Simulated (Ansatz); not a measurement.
Geometry optimisation.

Program: Ansatz.

```
crystal:
  lattice:
    - [1.644731, 2.848756, 0.0]
    - [-1.644731, 2.848756, 0.0]
    - [0.0, 0.0, 12.905736]
  atoms:
    - { symbol: Se, position: [0.3333, 0.3334, 0.625] }
    - { symbol: Se, position: [0.6666, 0.6667, 0.125] }
    - { symbol: Se, position: [0.3333, 0.3334, 0.875] }
    - { symbol: Se, position: [0.6667, 0.6667, 0.375] }
    - { symbol: Mo, position: [0.3333, 0.3334, 0.25] }
    - { symbol: Mo, position: [0.6666, 0.6667, 0.75] }
  symmetry: { tolerance: 0.0003 }
kpoints:
  mp_grid: { grid: [9, 9, 2], shift: [0, 0, 0] }
magnetization:
  spin_polarized: false
scf:
  occupations: { method: fermi_dirac }
  lower_state_search: "off"
hamiltonian:
  pseudopotentials: { kind: paw }
  xc: r2scan
basis:
  ecutwfc: 500
  fft_grid_basis: typed
relax:
  max_steps: 40
  cell: { p_target: 0.0 }
  f_tol: 0.03
output:
  forces: true
  stress: true
  eigenvalues: true
  bader: true
  populations: true
  elf: true
  write_potential: true
  volumetric_format: npy
  dos:
    e_range: [-12, 8]
    de: 0.05
    projected: { site_lists: { Mo: [Mo], Se: [Se] } }
  write_density: true
checkpoint:
  read: saved_state
```

Launched with:
```bash
ansatz run input.yaml --threads 2 --pin off --max-ram 3584MiB --backend cpu --events-out ev --progress --plain --runs-dir out
```

How does the optimisation go?

Answer. The optimisation met its thresholds at geometry 6, counting the start as the first. The energy fell by about 23 meV/atom from the first step to the last. The largest force component goes from about 0.86 eV/Å at the start to 2.2 × 10⁻⁴ eV/Å at the end. The volume grows from 20.2 to 21.7 Å³ per atom (+8 %), overshooting to 22.0 at step 3.

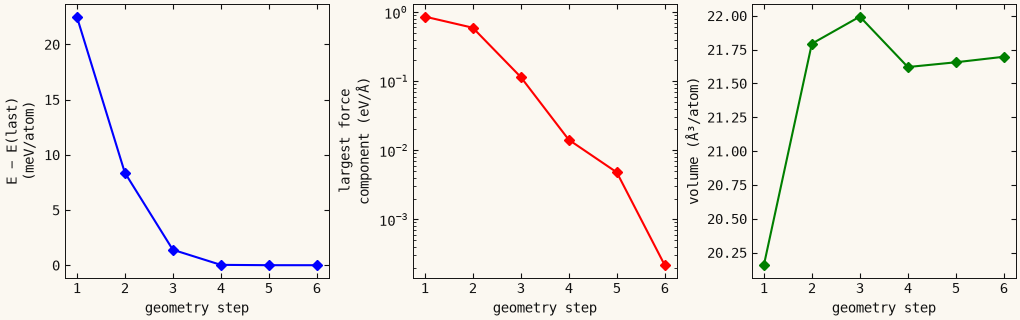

History of the run, step by step. Atoms and cell relax. A closing SCF on a freshly chosen basis isn't drawn.
